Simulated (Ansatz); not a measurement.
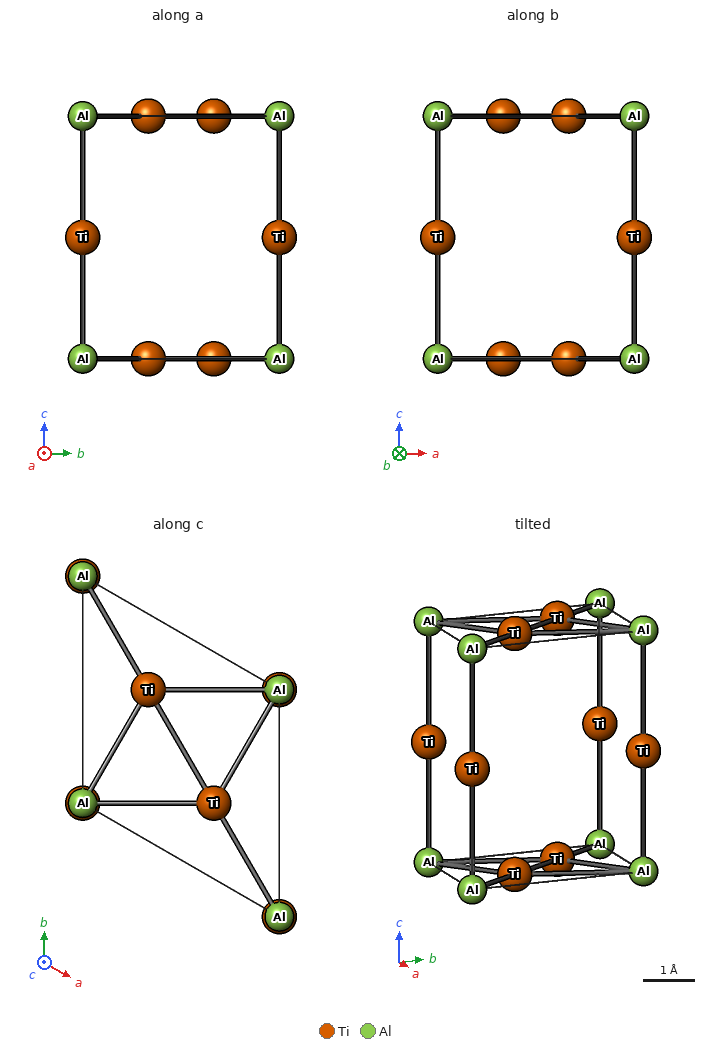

Ball-and-stick representation of a periodic structure, projected along the a axis, along the b axis, along the c axis and slightly off an axis. Lines trace the edges of the conventional unit cell.

Lattice parameters: a = 4.5251 Å, b = 4.5251 Å, c = 4.8372 Å, α = 90.000°, β = 90.000°, γ = 120.000°.

Record the structure as a CIF in P1 with every atom of the cell.

Answer.
```cif
data_structure
_symmetry_space_group_name_H-M 'P 1'
_symmetry_Int_Tables_number 1
_cell_length_a 4.5251
_cell_length_b 4.5251
_cell_length_c 4.8372
_cell_angle_alpha 90.000
_cell_angle_beta 90.000
_cell_angle_gamma 120.000
_cell_volume 85.78
loop_
_atom_site_label
_atom_site_type_symbol
_atom_site_fract_x
_atom_site_fract_y
_atom_site_fract_z
_atom_site_occupancy
Ti1 Ti 0.0000 0.0000 0.5000 1
Ti2 Ti 0.3333 0.6667 0.0000 1
Ti3 Ti 0.6667 0.3333 0.0000 1
Al1 Al 0.0000 0.0000 0.0000 1
```

Starting structure: a structure type filled with these elements by a generator (whether the compound takes this form wasn't checked). The final geometry of a relaxation with DFT r2SCAN, scalar-relativistic, plane waves, PAW in Ansatz 0.2.0 is shown.
